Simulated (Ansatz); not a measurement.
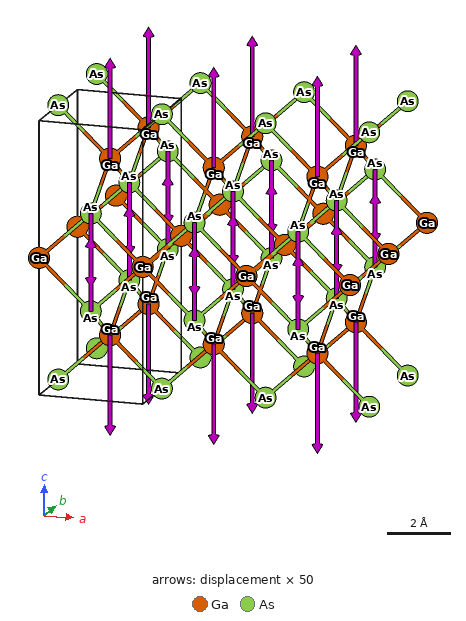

This is a relaxation of solid GaAs (a generated structure, set up in Pmmm) (coarse preliminary run). The starting structure is drawn; purple arrows show the displacements (the part carried along by the change of the cell is left out), magnified 50 times.

A ball-and-stick model of the cell of the calculation, repeated 3 × 2 × 1 with one cell outlined, seen slightly off an axis.

Method: DFT PBE, scalar-relativistic, plane waves, PAW (Ansatz 0.2.0). Set-up: plane-wave cutoff 420 eV; k-point mesh 6 × 4 × 2; occupations gaussian; smearing width 0.1 eV; no spin polarisation; cell and atoms relaxed; force threshold 0.04 eV/Å; at most 70 steps.

> Which element moves most?

Gallium: up to 0.067 Å, against 0.049 Å for arsenic.

> What did the optimiser do to the structure, and how much energy did it gain?

After 4 accepted moves (5 points after the start) the energy has fallen by 1.098 eV per cell of the calculation. The largest force component goes from 0.26 to 0.024 eV/Å. Pressure: 13.81 GPa at the start and 0.12 GPa at the end. At 1 point the geometry stayed and the basis and grid were re-selected for the new cell (energy shift of 10.2 meV per cell of the calculation at most each time). The largest moves relative to the cell, 0.067 Å, are those of Ga atoms. Largest moves by element: Ga 0.067 Å, As 0.049 Å. The volume changes by +17.4 %, with a 3.502 → 3.813 Å (+8.9 %), b 3.953 → 3.934 Å (−0.5 %), c 9.133 → 9.890 Å (+8.3 %). Among the contacts that change: As–Ga 2.389 → 2.562 Å, As–Ga 2.373 → 2.498 Å. Bond angles that change, for instance: As–Ga–As 112.8° → 103.9°, Ga–As–Ga 112.8° → 103.9°, Ga–As–Ga 94.2° → 96.8°. The space group stays Pmmm (No. 47).

Limits of the set-up: the k-point mesh is coarse for a cell with partly filled bands.
